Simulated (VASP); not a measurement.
**Geometry relaxation, with input and output: C (part 2 of 4)**

Continued. System: C (Cmmm, 1 atom in the cell). Method: Kohn-Sham DFT of a periodic cell, PBE, VASP PAW PBE potentials, recommended, no spin polarisation (VASP 6.6.1); cutoff 600 eV, 10×10×6 k-mesh, Gaussian smearing of 0.1 eV. The structure was made by swapping elements on the sites of another compound; it need not be a known phase. It belongs to a series of runs on one base structure; here: Ba type (Cmmm, No. 65).

Geometry of the input (Å; fractional positions):
```
1.0520  -1.9641  0.0000
1.0520  1.9641  0.0000
0.0000  0.0000  3.0671
C  0.0000  0.0000  0.0000
```

OSZICAR, continued
```
       N       E                     dE             d eps       ncg     rms          rms(c)
DAV:   1    -0.787623549615E+01   -0.43337E+00   -0.50547E+00  1518   0.186E+01    0.167E+00
DAV:   2    -0.778414006504E+01    0.92095E-01   -0.13239E-01  1740   0.283E+00    0.846E-01
DAV:   3    -0.775546109237E+01    0.28679E-01   -0.11386E-01  1650   0.232E+00    0.241E-01
DAV:   4    -0.775534695498E+01    0.11414E-03   -0.81893E-04  1518   0.296E-01    0.179E-01
DAV:   5    -0.775530963297E+01    0.37322E-04   -0.36039E-04  1692   0.158E-01    0.156E-02
DAV:   6    -0.775530972209E+01   -0.89121E-07   -0.71489E-06  1746   0.238E-02    0.108E-02
DAV:   7    -0.775531185991E+01   -0.21378E-05   -0.29379E-06  1542   0.138E-02    0.106E-03
DAV:   8    -0.775531185899E+01    0.92481E-09   -0.10381E-07  1842   0.253E-03
  19 F= -.77553119E+01 E0= -.77547464E+01  d E =-.312449E+00
       N       E                     dE             d eps       ncg     rms          rms(c)
DAV:   1    -0.937307157735E+01   -0.16178E+01   -0.44908E+01  1506   0.530E+01    0.499E+00
DAV:   2    -0.842455947482E+01    0.94851E+00   -0.13123E+00  1734   0.897E+00    0.256E+00
DAV:   3    -0.812017046293E+01    0.30439E+00   -0.13977E+00  1620   0.791E+00    0.934E-01
DAV:   4    -0.811792326965E+01    0.22472E-02   -0.83709E-03  1530   0.943E-01    0.785E-01
DAV:   5    -0.811482303250E+01    0.31002E-02   -0.12057E-02  1608   0.792E-01    0.795E-02
DAV:   6    -0.811492385429E+01   -0.10082E-03   -0.14839E-03  1740   0.275E-01    0.918E-02
DAV:   7    -0.811487938921E+01    0.44465E-04   -0.38721E-04  1644   0.140E-01    0.137E-02
DAV:   8    -0.811487779627E+01    0.15929E-05   -0.10223E-05  1686   0.258E-02    0.965E-03
DAV:   9    -0.811487814552E+01   -0.34926E-06   -0.10859E-06  1596   0.102E-02    0.161E-03
DAV:  10    -0.811487816859E+01   -0.23066E-07   -0.35160E-07  1680   0.408E-03
  20 F= -.81148782E+01 E0= -.81148782E+01  d E =-.672016E+00
       N       E                     dE             d eps       ncg     rms          rms(c)
DAV:   1    -0.816343013988E+01   -0.48552E-01   -0.13050E+00  1494   0.947E+00    0.864E-01
DAV:   2    -0.813877265842E+01    0.24657E-01   -0.38380E-02  1758   0.140E+00    0.433E-01
DAV:   3    -0.813164575374E+01    0.71269E-02   -0.29212E-02  1608   0.115E+00    0.146E-01
DAV:   4    -0.813158180252E+01    0.63951E-04   -0.53783E-04  1596   0.179E-01    0.407E-02
DAV:   5    -0.813156019728E+01    0.21605E-04   -0.64279E-05  1692   0.621E-02    0.628E-03
DAV:   6    -0.813156133037E+01   -0.11331E-05   -0.15740E-06  1644   0.113E-02    0.168E-03
DAV:   7    -0.813156155980E+01   -0.22943E-06   -0.33865E-07  1572   0.477E-03    0.632E-04
DAV:   8    -0.813156155619E+01    0.36057E-08   -0.21313E-09   954   0.477E-04
  21 F= -.81315616E+01 E0= -.81315615E+01  d E =-.688699E+00
       N       E                     dE             d eps       ncg     rms          rms(c)
DAV:   1    -0.813519516020E+01   -0.36336E-02   -0.14769E-01  1494   0.316E+00    0.290E-01
DAV:   2    -0.813236336715E+01    0.28318E-02   -0.43559E-03  1758   0.479E-01    0.146E-01
DAV:   3    -0.813153443818E+01    0.82893E-03   -0.34888E-03  1608   0.398E-01    0.493E-02
DAV:   4    -0.813152679718E+01    0.76410E-05   -0.65084E-05  1584   0.619E-02    0.170E-02
DAV:   5    -0.813152468777E+01    0.21094E-05   -0.74978E-06  1680   0.223E-02    0.228E-03
DAV:   6    -0.813152478937E+01   -0.10160E-06   -0.19973E-07  1674   0.367E-03    0.583E-04
DAV:   7    -0.813152482849E+01   -0.39120E-07   -0.55071E-08  1536   0.191E-03
  22 F= -.81315248E+01 E0= -.81315248E+01  d E =-.688662E+00
       N       E                     dE             d eps       ncg     rms          rms(c)
DAV:   1    -0.820231929146E+01   -0.70795E-01   -0.15723E+00  1494   0.982E+00    0.912E-01
DAV:   2    -0.817285762882E+01    0.29462E-01   -0.43691E-02  1626   0.157E+00    0.463E-01
DAV:   3    -0.816375983096E+01    0.90978E-02   -0.36533E-02  1578   0.127E+00    0.123E-01
DAV:   4    -0.816365578697E+01    0.10404E-03   -0.36492E-04  1560   0.169E-01    0.727E-02
DAV:   5    -0.816359271566E+01    0.63071E-04   -0.16239E-04  1644   0.105E-01    0.605E-03
DAV:   6    -0.816359466293E+01   -0.19473E-05   -0.21954E-06  1680   0.142E-02    0.449E-03
DAV:   7    -0.816359531366E+01   -0.65074E-06   -0.12612E-06  1560   0.865E-03    0.595E-04
DAV:   8    -0.816359532013E+01   -0.64667E-08   -0.32644E-08  1602   0.142E-03
  23 F= -.81635953E+01 E0= -.81635953E+01  d E =-.320705E-01
       N       E                     dE             d eps       ncg     rms          rms(c)
DAV:   1    -0.823606544526E+01   -0.72470E-01   -0.25390E+00  1494   0.123E+01    0.115E+00
DAV:   2    -0.818734490386E+01    0.48721E-01   -0.73204E-02  1578   0.202E+00    0.586E-01
DAV:   3    -0.817219129821E+01    0.15154E-01   -0.62629E-02  1596   0.163E+00    0.154E-01
DAV:   4    -0.817201858688E+01    0.17271E-03   -0.65640E-04  1512   0.223E-01    0.891E-02
DAV:   5    -0.817191891040E+01    0.99676E-04   -0.28208E-04  1596   0.139E-01    0.918E-03
DAV:   6    -0.817192288520E+01   -0.39748E-05   -0.39874E-06  1680   0.189E-02    0.678E-03
DAV:   7    -0.817192409933E+01   -0.12141E-05   -0.26842E-06  1560   0.123E-02    0.875E-04
DAV:   8    -0.817192411207E+01   -0.12741E-07   -0.65794E-08  1752   0.204E-03
  24 F= -.81719241E+01 E0= -.81719241E+01  d E =-.403993E-01
       N       E                     dE             d eps       ncg     rms          rms(c)
DAV:   1    -0.817785500309E+01   -0.59309E-02   -0.19131E-01  1494   0.342E+00    0.320E-01
DAV:   2    -0.817427627134E+01    0.35787E-02   -0.54939E-03  1560   0.537E-01    0.160E-01
DAV:   3    -0.817319751764E+01    0.10788E-02   -0.43650E-03  1614   0.434E-01    0.409E-02
DAV:   4    -0.817318511271E+01    0.12405E-04   -0.43916E-05  1542   0.585E-02    0.224E-02
DAV:   5    -0.817317845793E+01    0.66548E-05   -0.17110E-05  1596   0.348E-02    0.225E-03
DAV:   6    -0.817317870907E+01   -0.25114E-06   -0.21926E-07  1662   0.443E-03    0.144E-03
DAV:   7    -0.817317884269E+01   -0.13362E-06   -0.13951E-07  1566   0.289E-03    0.161E-04
DAV:   8    -0.817317884092E+01    0.17662E-08   -0.22578E-09   798   0.404E-04
  25 F= -.81731788E+01 E0= -.81731788E+01  d E =-.416540E-01
       N       E                     dE             d eps       ncg     rms          rms(c)
DAV:   1    -0.818842629628E+01   -0.15247E-01   -0.25345E-01  1536   0.461E+00    0.374E-01
DAV:   2    -0.818463305927E+01    0.37932E-02   -0.61342E-03  1812   0.580E-01    0.213E-01
DAV:   3    -0.818346938084E+01    0.11637E-02   -0.45071E-03  1602   0.445E-01    0.654E-02
DAV:   4    -0.818345503188E+01    0.14349E-04   -0.13639E-04  1584   0.824E-02    0.121E-02
DAV:   5    -0.818344950821E+01    0.55237E-05   -0.20499E-05  1656   0.308E-02    0.506E-03
DAV:   6    -0.818344981674E+01   -0.30853E-06   -0.42690E-07  1614   0.627E-03    0.138E-03
DAV:   7    -0.818344984673E+01   -0.29990E-07   -0.24815E-07  1590   0.348E-03
  26 F= -.81834498E+01 E0= -.81834498E+01  d E =-.102710E-01
       N       E                     dE             d eps       ncg     rms          rms(c)
DAV:   1    -0.818373483467E+01   -0.28502E-03   -0.40417E-03  1536   0.583E-01    0.469E-02
DAV:   2    -0.818367590280E+01    0.58932E-04   -0.97197E-05  1812   0.734E-02    0.268E-02
DAV:   3    -0.818365843166E+01    0.17471E-04   -0.72910E-05  1602   0.566E-02    0.816E-03
DAV:   4    -0.818365836294E+01    0.68728E-07   -0.24511E-06  1584   0.109E-02    0.166E-03
DAV:   5    -0.818365836202E+01    0.91376E-09   -0.40883E-07  1560   0.431E-03
  27 F= -.81836584E+01 E0= -.81836584E+01  d E =-.104795E-01
       N       E                     dE             d eps       ncg     rms          rms(c)
DAV:   1    -0.818482093526E+01   -0.11626E-02   -0.12203E-02  1494   0.901E-01    0.643E-02
DAV:   2    -0.818467238137E+01    0.14855E-03   -0.21606E-04  1608   0.114E-01    0.352E-02
DAV:   3    -0.818460997163E+01    0.62410E-04   -0.19573E-04  1620   0.931E-02    0.987E-03
DAV:   4    -0.818460858675E+01    0.13849E-05   -0.46078E-06  1554   0.160E-02    0.403E-03
DAV:   5    -0.818460827007E+01    0.31667E-06   -0.95794E-07  1608   0.823E-03    0.764E-04
DAV:   6    -0.818460832009E+01   -0.50017E-07   -0.62969E-08  1686   0.201E-03
  28 F= -.81846083E+01 E0= -.81846083E+01  d E =-.949958E-03
       N       E                     dE             d eps       ncg     rms          rms(c)
DAV:   1    -0.818907869080E+01   -0.44704E-02   -0.10869E-01  1494   0.268E+00    0.192E-01
DAV:   2    -0.818774055091E+01    0.13381E-02   -0.19432E-03  1608   0.342E-01    0.105E-01
DAV:   3    -0.818717776202E+01    0.56279E-03   -0.17824E-03  1614   0.280E-01    0.298E-02
DAV:   4    -0.818716581840E+01    0.11944E-04   -0.41372E-05  1548   0.481E-02    0.125E-02
DAV:   5    -0.818716304498E+01    0.27734E-05   -0.91243E-06  1608   0.254E-02    0.234E-03
DAV:   6    -0.818716349594E+01   -0.45097E-06   -0.59745E-07  1716   0.621E-03    0.692E-04
DAV:   7    -0.818716347816E+01    0.17786E-07   -0.63091E-08  1230   0.162E-03
  29 F= -.81871635E+01 E0= -.81871635E+01  d E =-.350512E-02
       N       E                     dE             d eps       ncg     rms          rms(c)
DAV:   1    -0.819862221703E+01   -0.11459E-01   -0.42505E-01  1494   0.529E+00    0.378E-01
DAV:   2    -0.819334376654E+01    0.52785E-02   -0.76826E-03  1614   0.678E-01    0.208E-01
DAV:   3    -0.819110667441E+01    0.22371E-02   -0.71975E-03  1614   0.560E-01    0.599E-02
DAV:   4    -0.819106094296E+01    0.45731E-04   -0.15904E-04  1548   0.949E-02    0.267E-02
DAV:   5    -0.819104918833E+01    0.11755E-04   -0.40721E-05  1590   0.533E-02    0.483E-03
DAV:   6    -0.819105110421E+01   -0.19159E-05   -0.26307E-06  1716   0.131E-02    0.173E-03
DAV:   7    -0.819105099809E+01    0.10613E-06   -0.41845E-07  1650   0.408E-03    0.288E-04
DAV:   8    -0.819105099201E+01    0.60762E-08   -0.98560E-09  1254   0.991E-04
  30 F= -.81910510E+01 E0= -.81910510E+01  d E =-.739263E-02
       N       E                     dE             d eps       ncg     rms          rms(c)
DAV:   1    -0.822410126525E+01   -0.33050E-01   -0.16257E+00  1494   0.103E+01    0.733E-01
DAV:   2    -0.820362054459E+01    0.20481E-01   -0.29877E-02  1626   0.133E+00    0.406E-01
DAV:   3    -0.819477389792E+01    0.88466E-02   -0.29240E-02  1602   0.112E+00    0.121E-01
DAV:   4    -0.819460407816E+01    0.16982E-03   -0.60174E-04  1560   0.187E-01    0.585E-02
DAV:   5    -0.819455295555E+01    0.51123E-04   -0.19518E-04  1584   0.115E-01    0.104E-02
DAV:   6    -0.819456162593E+01   -0.86704E-05   -0.11926E-05  1746   0.284E-02    0.476E-03
DAV:   7    -0.819456084011E+01    0.78583E-06   -0.33139E-06  1614   0.114E-02    0.763E-04
DAV:   8    -0.819456084748E+01   -0.73696E-08   -0.68305E-08  1554   0.254E-03
  31 F= -.81945608E+01 E0= -.81945608E+01  d E =-.109025E-01
       N       E                     dE             d eps       ncg     rms          rms(c)
DAV:   1    -0.819595652195E+01   -0.13957E-02   -0.73562E-02  1494   0.220E+00    0.155E-01
DAV:   2    -0.819505665087E+01    0.89987E-03   -0.13086E-03  1632   0.275E-01    0.857E-02
DAV:   3    -0.819466720472E+01    0.38945E-03   -0.12472E-03  1590   0.230E-01    0.245E-02
DAV:   4    -0.819465931081E+01    0.78939E-05   -0.30165E-05  1554   0.413E-02    0.101E-02
DAV:   5    -0.819465740891E+01    0.19019E-05   -0.64501E-06  1590   0.215E-02    0.206E-03
DAV:   6    -0.819465777034E+01   -0.36143E-06   -0.47392E-07  1686   0.561E-03    0.736E-04
DAV:   7    -0.819465775319E+01    0.17142E-07   -0.62133E-08  1320   0.159E-03
  32 F= -.81946578E+01 E0= -.81946578E+01  d E =-.109994E-01
       N       E                     dE             d eps       ncg     rms          rms(c)
DAV:   1    -0.820114266734E+01   -0.64849E-02   -0.18123E-01  1524   0.330E+00    0.364E-01
DAV:   2    -0.819663293374E+01    0.45097E-02   -0.72433E-03  1602   0.595E-01    0.171E-01
DAV:   3    -0.819545068746E+01    0.11822E-02   -0.52414E-03  1584   0.464E-01    0.406E-02
DAV:   4    -0.819544975892E+01    0.92855E-06   -0.31055E-05  1518   0.581E-02    0.295E-02
DAV:   5    -0.819544629105E+01    0.34679E-05   -0.63411E-06  1524   0.257E-02    0.226E-03
DAV:   6    -0.819544654404E+01   -0.25299E-06   -0.33368E-07  1710   0.546E-03    0.279E-03
DAV:   7    -0.819544649371E+01    0.50336E-07   -0.14681E-07  1494   0.329E-03
  33 F= -.81954465E+01 E0= -.81954465E+01  d E =-.788741E-03
       N       E                     dE             d eps       ncg     rms          rms(c)
DAV:   1    -0.819600442166E+01   -0.55788E-03   -0.13683E-02  1524   0.912E-01    0.101E-01
DAV:   2    -0.819566400173E+01    0.34042E-03   -0.55035E-04  1602   0.163E-01    0.471E-02
DAV:   3    -0.819557651665E+01    0.87485E-04   -0.39055E-04  1590   0.127E-01    0.111E-02
DAV:   4    -0.819557655772E+01   -0.41064E-07   -0.22727E-06  1524   0.158E-02    0.819E-03
DAV:   5    -0.819557654300E+01    0.14718E-07   -0.45122E-07  1518   0.690E-03
  34 F= -.81955765E+01 E0= -.81955765E+01  d E =-.918790E-03
       N       E                     dE             d eps       ncg     rms          rms(c)
DAV:   1    -0.819828190997E+01   -0.27054E-02   -0.66910E-02  1488   0.197E+00    0.210E-01
DAV:   2    -0.819660479024E+01    0.16771E-02   -0.27579E-03  1638   0.371E-01    0.100E-01
DAV:   3    -0.819614840880E+01    0.45638E-03   -0.22057E-03  1578   0.302E-01    0.311E-02
DAV:   4    -0.819614890833E+01   -0.49953E-06   -0.13256E-05  1542   0.404E-02    0.290E-02
DAV:   5    -0.819614797061E+01    0.93772E-06   -0.15470E-06  1548   0.106E-02    0.147E-02
DAV:   6    -0.819614811683E+01   -0.14622E-06   -0.49206E-06  1566   0.169E-02    0.563E-03
DAV:   7    -0.819614785973E+01    0.25710E-06   -0.30354E-07  1566   0.517E-03    0.110E-03
DAV:   8    -0.819614783512E+01    0.24609E-07   -0.17066E-08   810   0.112E-03
  35 F= -.81961478E+01 E0= -.81961478E+01  d E =-.571292E-03
```

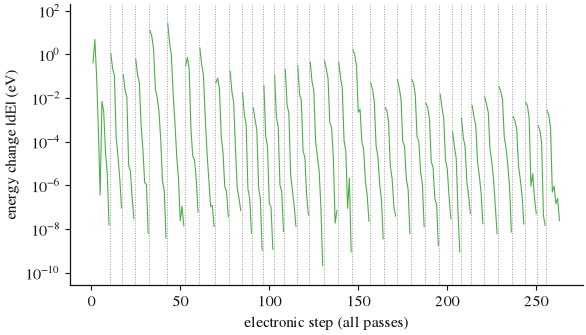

Figure 1. Convergence of the self-consistent field: energy change |dE| against the electronic step. Each stretch between dotted lines is the SCF of one geometry step of a relaxation. The 35 ionic steps take 5 to 10 electronic steps each. The density is held fixed in the first few steps, and dE rises again when its update begins.

Parts of OUTCAR
```
EDIFF = 1E-7
   EDIFFG = -0.04
   ENCUT = 600
   GGA = PE
   IBRION = 2
   ISIF = 3
   ISMEAR = 0
   LASPH = T
   LREAL = F
   NELM = 100
   NSW = 90
   PREC = Accurate

 ion  position               nearest neighbor table
   1  0.000  0.000  0.000-

  LATTYP: Found a base centered orthorhombic cell.
 ALAT       =     2.1039551598
 B/A-ratio  =     1.8670076726
 C/A-ratio  =     1.4578005115

  Lattice vectors:

 A1 = (   1.0519775799,  -1.9640502131,   0.0000000000)
 A2 = (   1.0519775799,   1.9640502131,   0.0000000000)
 A3 = (   0.0000000000,   0.0000000000,   3.0671469081)

Analysis of symmetry for initial positions (statically):
=====================================================================
 Subroutine PRICEL returns:
 Original cell was already a primitive cell.

 Routine SETGRP: Setting up the symmetry group for a
 base centered orthorhombic supercell.

 Subroutine GETGRP returns: Found  8 space group operations
 (whereof  8 operations were pure point group operations)
 out of a pool of  8 trial point group operations.

The static configuration has the point symmetry D_2h.

Analysis of symmetry for dynamics (positions and initial velocities):
=====================================================================
 Subroutine PRICEL returns:
 Original cell was already a primitive cell.

 Routine SETGRP: Setting up the symmetry group for a
 base centered orthorhombic supercell.

 Subroutine GETGRP returns: Found  8 space group operations
 (whereof  8 operations were pure point group operations)
 out of a pool of  8 trial point group operations.

The dynamic configuration has the point symmetry D_2h.

 Subroutine INISYM returns: Found  8 space group operations
 (whereof  8 operations are pure point group operations),
 and found     1 'primitive' translations

----------------------------------------------------------------------------------------

                                     Primitive cell

  volume of cell :      12.6743

  direct lattice vectors                    reciprocal lattice vectors
     1.051977580 -1.964050213  0.000000000     0.475295301 -0.254575976  0.000000000
     1.051977580  1.964050213  0.000000000     0.475295301  0.254575976  0.000000000
     0.000000000  0.000000000  3.067146908     0.000000000  0.000000000  0.326035899

  length of vectors
     2.228037268  2.228037268  3.067146908     0.539179516  0.539179516  0.326035899

  position of ions in fractional coordinates (direct lattice)
     0.000000000  0.000000000  0.000000000

  ion indices of the primitive-cell ions
   primitive index   ion index
                 1           1

----------------------------------------------------------------------------------------

 KPOINTS: k-points

Automatic generation of k-mesh.
 Grid dimensions read from file:
 generate k-points for:   10   10    6

 Generating k-lattice:

  Cartesian coordinates                     Fractional coordinates (reciprocal lattice)
     0.047529530 -0.025457598  0.000000000     0.100000000  0.000000000  0.000000000
     0.047529530  0.025457598  0.000000000     0.000000000  0.100000000  0.000000000
     0.000000000  0.000000000  0.054339317     0.000000000  0.000000000  0.166666667

  Length of vectors
     0.053917952  0.053917952  0.054339317

  Shift w.r.t. Gamma in fractional coordinates (k-lattice)
     0.000000000  0.000000000  0.000000000

 Subroutine IBZKPT returns following result:
 ===========================================

 Found    124 irreducible k-points:
```
